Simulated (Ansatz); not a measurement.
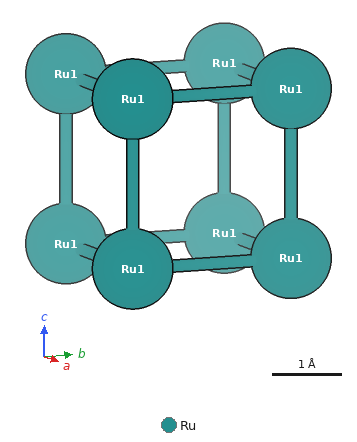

**Figure 1.** The structure (ball-and-stick view of the cell of the calculation, seen slightly off an axis; atoms are numbered from 1 in the order of the input).

# Single-point calculation of Ru (charge +6)

Ru (Pm-3m, 1 atom in the cell, total charge +6), computed with DFT, PBE, all-electron LAPW, no spin polarisation (Ansatz 0.2.0).

Some settings of this run were made unusual or wrong on purpose. Figures and captions count atoms from 1; the log counts them from 0 in places.

**Input file**
```yaml
crystal:
  lattice:
    - [2.5115441295, 0.0, 0.0]
    - [0.0, 2.5115441295, 0.0]
    - [0.0, 0.0, 2.5115441295]
  atoms:
    - { symbol: Ru, position: [0.0, 0.0, 0.0] }
kpoints:
  mp_grid: { grid: [13, 13, 13] }
  band_path:
    path:
      - [0.0, 0.0, 0.0]
      - [0.0, 0.5, 0.0]
      - [0.5, 0.5, 0.0]
      - [0.0, 0.0, 0.0]
      - [0.5, 0.5, 0.5]
      - [0.0, 0.5, 0.0]
      - [0.5, 0.5, 0.5]
      - [0.5, 0.5, 0.0]
    npoints: 14
scf:
  occupations: { method: fermi_dirac, width: 0.08 }
  max_iter: 50
hamiltonian:
  xc: pbe
  pseudopotentials: { kind: all_electron, lapw: { basis_error: 0.00025 } }
output:
  forces: true
  stress: true
  eigenvalues: true
  populations: true
total_charge: 6
```

Hardware: 1 thread of Arm Neoverse V1, 24 GiB of memory available, shared host.

Launched with:
```bash
ansatz run input.yaml --threads 1 --pin off --max-ram 2048MiB --backend cpu --events-out ev --progress --plain --runs-dir out
```

**What the program printed**
```
Ru: projections on atomic orbitals take those of the free atom 1s2 2s2 2p6 3s2 3p6 3d10 4s2 4p6 4d7 5s1, of charge +0.00 (hamiltonian.pseudopotentials.projection_atoms)
LAPW: plane waves up to 9.730 Å⁻¹, error target 2.5e-4 eV per atom; small_component_spin mean_spin; Ru in spheres of 1.256 Å, 32 of its electrons in bands, Dirac shells [] (how accurate: hamiltonian.pseudopotentials.lapw.basis_error, Limitations)
Engine: ansatz 0.2.0, aarch64-unknown-linux-gnu
Pseudopotentials: kind: all_electron
Pseudopotential: Ru, LAPW, valence charge 32, lapw/all_electron/scalar/gaussian/Ru, Koelling and Harmon's equation, gaussian nucleus
Functional definition: PBE
  parameter kappa = 0.804
  parameter beta = 0.06672455060314922
  exchange = pbe_x(kappa = kappa, mu = beta*pi^2/3)
  correlation = pbe_c(beta = beta)
Crystal: 1 atoms, lattice volume = 15.842 Å³
Basis set: ecut = 360.7228971785032 eV, 251 PW (Γ), exchange–correlation at level 2
Bands: 17, of which v1, the nominal top of the filled ones, is band 13 counted from 1 (12 counted from 0)
Symmetry: 48 space group operations
Space group: Pm-3m (ITA 221), of the structure as read, at distance tolerance 2.5e-5 Å
k-points: 84 of 2197
Non-local potential: Ru, projectors of the file, none
Initial density: superposition of atomic densities (chi_scale 0.1, normalization cell)
Initial wavefunctions: plane waves of lowest kinetic energy (no species holds an atomic orbital)
Functional: x = pbe(κ = 0.804, μ = 0.2195149727645171), c = pbe(β = 0.06672455060314922)
iter 1 solved again at ethr=1.27e-3 eV; its pass at ethr=1.00e-1 eV (dr2=3.29e-1 eV) is discarded
SCF iter   1: F=—  HF=-123405.891476 eV  |F-HF|=—  |Δ(HF+E_count)|=         —  Δρ=4.79e-2  dr2=3.29e-1  ethr=1.27e-3  ⟨swp⟩=2.0  Hψ=8832  notcnv=0
preconditioner: auto → LDOS  [metal: Δε(μ)=0.006 eV  Ē_g=1.746 eV  σ=0.080 eV  W_gap=0.02  n_scr=6 (ndim 8)  ℏωp=13.2 eV  f_vac=0.418  D(μ)=2.49/eV (n_scr^D=32)  β→1.0]
SCF iter   2: F=—  HF=-123402.066909 eV  |F-HF|=—  |Δ(HF+E_count)|=    3.82e0  Δρ=5.38e-2  dr2=2.55e-1  ethr=1.27e-3  ⟨swp⟩=3.0  Hψ=4731  notcnv=0
SCF iter   3: F=—  HF=-123402.013988 eV  |F-HF|=—  |Δ(HF+E_count)|=   5.29e-2  Δρ=1.87e-2  dr2=3.76e-2  ethr=9.82e-4  ⟨swp⟩=2.0  Hψ=4190  notcnv=0
iter 4 solved again at ethr=6.42e-6 eV; its pass at ethr=1.44e-4 eV (dr2=1.67e-3 eV) is discarded
SCF iter   4: F=—  HF=-123402.053431 eV  |F-HF|=—  |Δ(HF+E_count)|=         —  Δρ=3.80e-3  dr2=1.67e-3  ethr=6.42e-6  ⟨swp⟩=2.0  Hψ=7702  notcnv=0
the basis was enlarged: its passes take 3.5 MiB over the memory plan, 1 of 1 planned eigensolver slots
SCF iter   5: F=—  HF=-123402.049809 eV  |F-HF|=—  |Δ(HF+E_count)|=   3.62e-3  Δρ=6.02e-4  dr2=2.19e-5  ethr=6.42e-6  ⟨swp⟩=3.0  Hψ=4539  notcnv=0
SCF iter   6: F=—  HF=-123402.049822 eV  |F-HF|=—  |Δ(HF+E_count)|=   1.35e-5  Δρ=8.61e-5  dr2=2.67e-7  ethr=8.42e-8  ⟨swp⟩=3.0  Hψ=4538  notcnv=0
SCF iter   7: F=-123402.049823 eV  HF=-123402.049823 eV  |F-HF|=1.12e-8  |Δ(HF+E_count)|=   1.04e-6  Δρ=7.93e-6  dr2=2.02e-9  ethr=1.03e-9  ⟨swp⟩=3.0  Hψ=4636  notcnv=0
SCF 1 converged in 7 iterations: F = -123402.049823 eV  dr2 = 2.02e-9
NSCF: frozen V_eff on 99 k-points
SCF converged after 7 iterations
Free energy (F): -123402.049823 eV
Harris-Foulkes:  -123402.049823 eV  (|F-HF|=1.12e-8)
Internal energy: -123402.008368 eV  (E = F + TS)
E sigma→0 (E₀):  -123402.029095 eV
Entropy (-TS):   -0.041455 eV (-41.455 meV/atom)
Fermi energy:    13.177804 eV
--- Per-component energies (eV) ---
  E_band       = -5554.036494
  E_kinetic    = 127843.092853
  E_xc         = -3545.822346
  E_electrostatic = -247699.278874  (all electrons and nuclei)
  E_smearing   = -0.041455  (= −TS)
  E_closure    = 0.000000  (closes the sum)
  E_deformation_potential = 170.744768  (in the stress; not in F)
  E_atoms      = -123285.943890  (free atoms, spherical and without spin; not in F)
  Σ components = -123402.049823   (vs F -123402.049823, Δ=0.00e0)
  Basis errors (estimates in eV, not in F): energy 5.9e-5 per atom: plane waves 5.1e-5 (3.2e-5 summed), levels above the bands 1.2e-37, relativity 2.8e-8, radial functions 7.8e-6, core shells 1.9e-7; eigenvalues (radial functions only) 1.0e-7; not estimated: angular momenta, meshes, grids; target (lapw.basis_error) 2.5e-4; muffin-tin radii Ru 1.256 Å
--- Forces (eV/Å), atoms counted from 1 ---
  atom   1  Ru     0.00000000     0.00000000     0.00000000
  max |Σ_I F_I| component: 4.77e-31 eV/Å
--- Stress (GPa, compression-positive) ---
       95.741832       0.000000       0.000000
        0.000000      95.741832       0.000000
        0.000000       0.000000      95.741832
  P = ⅓ Tr σ = 95.7418 GPa (957.418 kbar)
--- Band table (eV; the first three rows and the last of 84) ---
  k-point 0: bands = ["-437.7589", "-437.7589", "-437.7589", "-264.0760", "-264.0760", "-264.0760", "-263.9729", "-263.9729", "-62.4865", "-30.9680", "-30.9680", "-30.9680", "11.3550", "11.3550", "15.8031", "15.8031", "15.8031"]
  k-point 1: bands = ["-437.7589", "-437.7589", "-437.7589", "-264.0760", "-264.0760", "-264.0760", "-263.9729", "-263.9729", "-62.4821", "-31.0027", "-30.9653", "-30.9653", "11.3691", "11.5006", "15.7295", "15.7295", "15.8090"]
  k-point 2: bands = ["-437.7589", "-437.7589", "-437.7589", "-264.0760", "-264.0760", "-264.0760", "-263.9729", "-263.9729", "-62.4699", "-31.0982", "-30.9580", "-30.9580", "11.4084", "11.9009", "15.5294", "15.5294", "15.8252"]
  k-point 83: bands = ["-437.7589", "-437.7589", "-437.7589", "-264.0760", "-264.0760", "-264.0760", "-263.9729", "-263.9729", "-62.2613", "-31.4389", "-31.4385", "-31.4385", "13.1488", "13.1588", "13.1588", "16.6067", "16.6067"]
--- Löwdin populations: 1 site ---
  site symbol       q [e]
     0     Ru     37.8954
  spilling = 0.002753 (of n_electrons = 38.000000)
```

**File populations.tsv**
```
# site	symbol	l	j	q
# orbitals = lowdin
# n_electrons = 38.000000
# spilling = 0.002753
# projection_atom_Ru: 1s2 2s2 2p6 3s2 3p6 3d10 4s2 4p6 4d7 5s1
0	Ru	0_1S	-	1.999995
0	Ru	0_2S	-	1.999791
0	Ru	0_3S	-	1.996551
0	Ru	0_4S	-	1.936055
0	Ru	0_5S	-	0.064575
0	Ru	1_2P	-	5.999999
0	Ru	1_3P	-	5.999734
0	Ru	1_4P	-	5.960360
0	Ru	2_3D	-	9.999854
0	Ru	2_4D	-	1.938465
```

**What the run reported**

| quantity | value |
| --- | --- |
| outcome | converged |
| space group (tolerance 0.01 Å) | Pm-3m (221) |
| electrons in bands (core shells apart) | 26 |
| free energy | −123402.0498 eV |
| Fermi energy | 13.178 eV |
| pressure | 95.74 GPa |
| largest force (length of the vector) | under 0.001 eV/Å |
| wall time | 16 s |
| peak memory | 0.33 GiB |

A setting was made wrong on purpose: a charge that the system can't hold (`total_charge`). The cell cannot bind or give up so many electrons; the background charge dominates. The program still converged, but the numbers can't be taken as results for the intended system.
